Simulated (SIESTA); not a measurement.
## A series of single points on GaN

System: GaN (P6₃mc, 4 atoms in the cell).
Method: Kohn-Sham DFT of a periodic cell, LDA, PseudoDojo 0.4 standard, converted to PSML, no spin polarisation (SIESTA 5.4.2).

The 7 runs differ only in the geometry, by an even scaling of the cell at fixed fractional positions. The structure derives from an entry of the Crystallography Open Database.

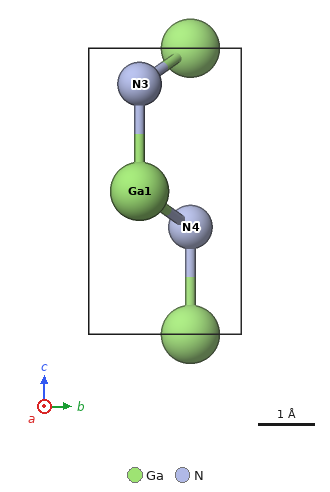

Figure 1. The structure of run 4 (ball-and-stick view of the cell of the calculation, along the a axis; atoms are numbered from 1 in the order of the input). An atom can appear more than once, as a periodic image.

### Input of run 4
```
SystemName                      GaN
SystemLabel                     GaN
NumberOfSpecies                 2
NumberOfAtoms                   4
%block ChemicalSpeciesLabel
  1  31 Ga
  2   7 N
%endblock ChemicalSpeciesLabel

LatticeConstant                 1.0 Ang
%block LatticeVectors
     3.1800000000     0.0000000000     0.0000000000
    -1.5900000000     2.7539607840     0.0000000000
     0.0000000000     0.0000000000     5.1660000000
%endblock LatticeVectors
AtomicCoordinatesFormat         Fractional
%block AtomicCoordinatesAndAtomicSpecies
     0.6666666667     0.3333333333     0.5000000000  1  Ga
     0.3333333333     0.6666666667     0.0000000000  1  Ga
     0.6666666667     0.3333333333     0.8750000000  2  N
     0.3333333333     0.6666666667     0.3750000000  2  N
%endblock AtomicCoordinatesAndAtomicSpecies

%block kgrid.MonkhorstPack
   10   0   0  0.0
    0  10   0  0.0
    0   0   5  0.0
%endblock kgrid.MonkhorstPack
XC.Functional                   LDA
XC.Authors                      PW92
PAO.BasisSize                   DZP
PAO.EnergyShift                 0.003 Ry
Mesh.Cutoff                     800 Ry
OccupationFunction              FD
ElectronicTemperature           0.05 eV
MaxSCFIterations                120
SCF.MustConverge                false
SCF.Mixer.Method                Pulay
SCF.Mixer.Weight                0.25
SCF.Mixer.History               8
SCF.DM.Tolerance                5.0e-05
SCF.H.Tolerance                 1.0e-03 eV
WriteForces                     true
Charge.Mulliken                 end
%block PAO.Basis
  Ga 4
  n=4 0 2
    6.549 0.000
  n=4 1 2
    9.260 0.000
  n=3 2 2
    3.582 0.000
  n=4 2 1
    9.260
%endblock PAO.Basis
```

Command:
```bash
siesta < GaN.fdf > GaN.out 2>&1
```

Run 6 differs from it as follows:
```diff
-     3.1800000000     0.0000000000     0.0000000000
-    -1.5900000000     2.7539607840     0.0000000000
-     0.0000000000     0.0000000000     5.1660000000
+     3.2218469041     0.0000000000     0.0000000000
+    -1.6109234521     2.7902012661     0.0000000000
+     0.0000000000     0.0000000000     5.2339814801
```

### Results, with one run withheld

| run | volume per atom (Å³) | free energy per atom, from the lowest run given (meV) | pressure (GPa) | gap on the mesh (eV) |
| --- | --- | --- | --- | --- |
| 1 | 10.632 | 19.14 | 11.84 | 2.55 |
| 2 | 10.858 | 6.18 | 6.69 | 2.40 |
| 3 | 11.084 | 0.05 | 2.10 | 2.25 |
| 4 | 11.310 | 0.00 | −1.93 | 2.10 |
| 5 | 11.537 | 5.39 | −5.59 | 1.95 |
| 6 | 11.763 | ? | ? | ? |
| 7 | 11.989 | 30.20 | −11.76 | 1.67 |

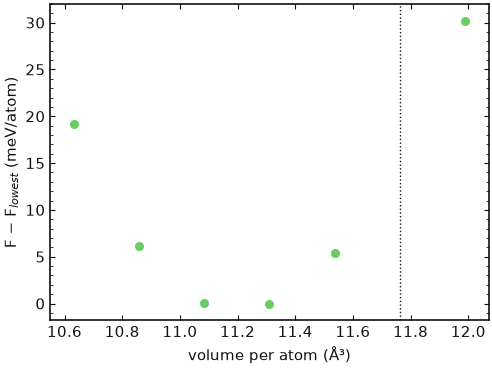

Figure 2. Free energy per atom of the runs given; the dotted line marks run 6.

Estimate the energy of run 6 from the others.

A cubic polynomial in V^(−2/3) (the Birch–Murnaghan form), fitted to the 6 runs given, misses them by at most 0.01 meV per atom. With x = V^(−2/3) − 0.19952 Å⁻², it reads F = −0.66924 − 212.2 x + 3.9636e+05 x² + 6.1836e+05 x³ (meV per atom). At run 6 it gives 15.64 meV per atom, and the run itself gives 15.60. The slope of the fit gives a pressure −dF/dV of −8.85 GPa there, and the run prints −8.83 GPa. The fit has its minimum at 11.198 Å³ per atom, where V d²F/dV² gives 201 GPa. Cell shape and fractional positions are held, so this is the stiffness under even scaling; the relaxed bulk modulus wasn't computed. The gap on the mesh goes, without turning, from 2.55 eV in run 1 to 1.67 eV in run 7; run 6 has 1.81 eV. These are gaps of this functional on this mesh, which can miss the band edges; they aren't the measured gap.

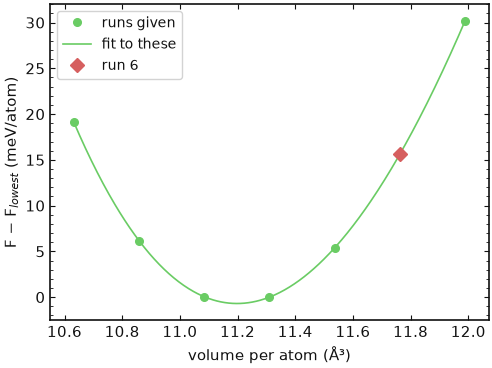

Figure 3. The fit and the withheld run.

### Some lines of the output (run 6)
```
[...]
outcell: Cell volume (Ang**3)        :     47.0514
stepf: Fermi-Dirac step function
siesta: Etot    =     -4715.185225
siesta: FreeEng =     -4715.185225
        iscf     Eharris(eV)        E_KS(eV)     FreeEng(eV)     dDmax    Ef(eV) dHmax(eV)
siesta: E_KS(eV) =            -4721.4753
siesta: E_KS - E_eggbox =     -4721.4753
siesta: Etot    =     -4721.475264
siesta: FreeEng =     -4721.475264
siesta:         Fermi =      -6.083561
siesta: Cell volume =         47.051407 Ang**3
    Orbital volume contribution        =           4.291848 eV
```

Notes: Points of doubt noted for this run: mulliken charges of long orbitals. With a small basis of atomic orbitals these values can differ much from converged plane-wave results.
